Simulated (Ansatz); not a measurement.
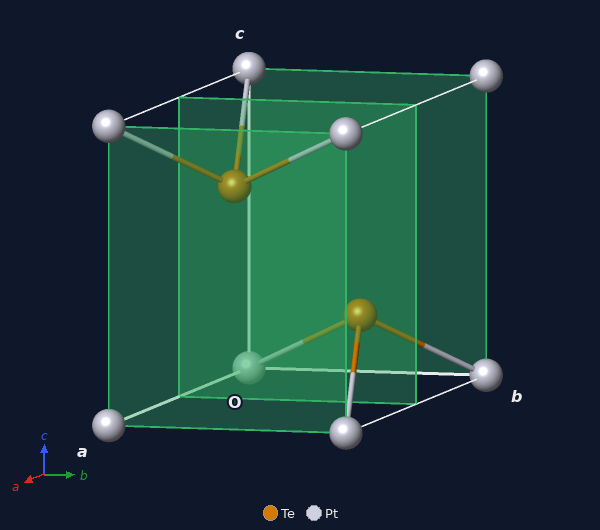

Crystal: Te2Pt, a calculation's input that goes back to an entry of the Crystallography Open Database (an earlier step may have relaxed or displaced it). Every member of one family of equally spaced planes, hx + ky + lz = a whole number, that cuts the unit cell is shaded (one member passes through the origin O). Symmetry computed with spglib at a tolerance of 0.002 Å; standard conventional cell.

a = 4.038 Å, b = 4.038 Å, c = 5.311 Å, α = 90.00°, β = 90.00°, γ = 120.00°.

### What are the Miller indices?

(2 0 0), in four indices (2 0 −2 0); the opposite sign names the same planes. The member next to the origin meets the axes a at 1/2, b never, c never.

### What is the spacing?

d = 1.749 Å.

### Which atoms of the cell lie in these planes (within 0.03 Å)?

The Pt atom.

### The space group is No. 164, P-3m1. How many reflections hkl are equivalent to this one (itself included), and does it occur?

6 reflections are equivalent in the Laue class -3m. The space group allows the reflection.
